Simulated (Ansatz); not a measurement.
## BaTiO₃: geometry relaxation (part 4 of 4)

BaTiO₃ (Pm-3m, 10 atoms in the cell); DFT with r2SCAN, PAW plane waves, spin-polarised (Ansatz 0.2.0); cutoff 500 eV, 4×4×6 k-mesh, Fermi–Dirac smearing, collinear spins. The structure derives from an entry of the Crystallography Open Database. Ba sits on the octahedral site here and Ti on the 12-fold one, the reverse of the real perovskite.

Geometry of the input (Å; fractional positions):
```
4.1364  4.1364  0.0000
4.1364  -4.1364  0.0000
0.0000  0.0000  4.1364
O  0.0000  0.0000  0.5000
O  0.5000  0.5000  0.5000
O  0.2500  0.2500  0.0000
O  0.7500  0.7500  0.0000
O  0.2500  0.7500  0.0000
O  0.7500  0.2500  0.0000
Ti -0.0000  0.5000  0.5000
Ti 0.5000  -0.0000  0.5000
Ba 0.0000  0.0000  0.0000
Ba 0.5000  0.5000  0.0000
```

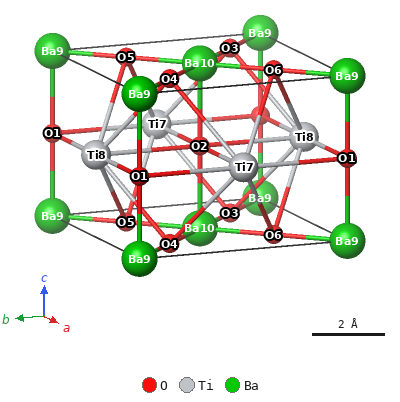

Fig. 1: The geometry at step 12 of the log (ball-and-stick view of the cell of the calculation, seen slightly off an axis; atoms are numbered from 1 in the order of the input).

Trajectory as extended XYZ, continued:
```
10
Lattice="4.4478 4.4478 0.0000 4.4478 -4.4478 0.0000 0.0000 0.0000 4.7045" Properties=species:S:1:pos:R:3:forces:R:3 step=11 energy=-20337.71457 pressure_GPa=0.00
O     0.0000    0.0000    2.3523    0.0000   0.0000   0.0000
O     4.4478    0.0000    2.3523    0.0000   0.0000   0.0000
O     2.2239    0.0000    0.0000    0.0000   0.0000   0.0000
O     6.6717    0.0000    0.0000    0.0000   0.0000   0.0000
O     4.4478   -2.2239    0.0000    0.0000   0.0000   0.0000
O     4.4478    2.2239    0.0000    0.0000   0.0000   0.0000
Ti    2.2239   -2.2239    2.3523    0.0000   0.0000   0.0000
Ti    2.2239    2.2239    2.3523    0.0000   0.0000   0.0000
Ba    0.0000    0.0000    0.0000    0.0000   0.0000   0.0000
Ba    4.4478    0.0000    0.0000    0.0000   0.0000   0.0000
10
Lattice="4.4478 4.4478 0.0000 4.4478 -4.4478 0.0000 0.0000 0.0000 4.7045" Properties=species:S:1:pos:R:3:forces:R:3 step=12 energy=-20337.71490 pressure_GPa=-0.00
O     0.0000    0.0000    2.3523    0.0000   0.0000   0.0000
O     4.4478    0.0000    2.3523    0.0000   0.0000   0.0000
O     2.2239    0.0000    0.0000    0.0000   0.0000   0.0000
O     6.6717    0.0000    0.0000    0.0000   0.0000   0.0000
O     4.4478   -2.2239    0.0000    0.0000   0.0000   0.0000
O     4.4478    2.2239    0.0000    0.0000   0.0000   0.0000
Ti    2.2239   -2.2239    2.3523    0.0000   0.0000   0.0000
Ti    2.2239    2.2239    2.3523    0.0000   0.0000   0.0000
Ba    0.0000    0.0000    0.0000    0.0000   0.0000   0.0000
Ba    4.4478    0.0000    0.0000    0.0000   0.0000   0.0000
```

Results in brief:

| quantity | value |
| --- | --- |
| outcome | converged |
| space group (tolerance 0.01 Å) | Pm-3m (221) → P4/mmm (123) |
| electrons treated | 80 |
| free energy | −20337.7149 eV |
| Fermi energy | 6.301 eV |
| net moment of the cell | 5.00 μB |
| integrated absolute moment | 5.19 μB |
| pressure | 0.00 GPa |
| final volume | 186.14 Å³ |
| electronic character | metal |
| largest force (length of the vector) at the end | under 0.001 eV/Å |
| final cell | a = 6.290 Å, b = 6.290 Å, c = 4.705 Å, α = 90.00°, β = 90.00°, γ = 90.00° |
| hardware | 2 threads of Arm Neoverse V2, 24 GiB of memory available, shared host |
| wall time | 8.4 min (CPU time 17 min) |
| peak memory | 1.1 GiB |
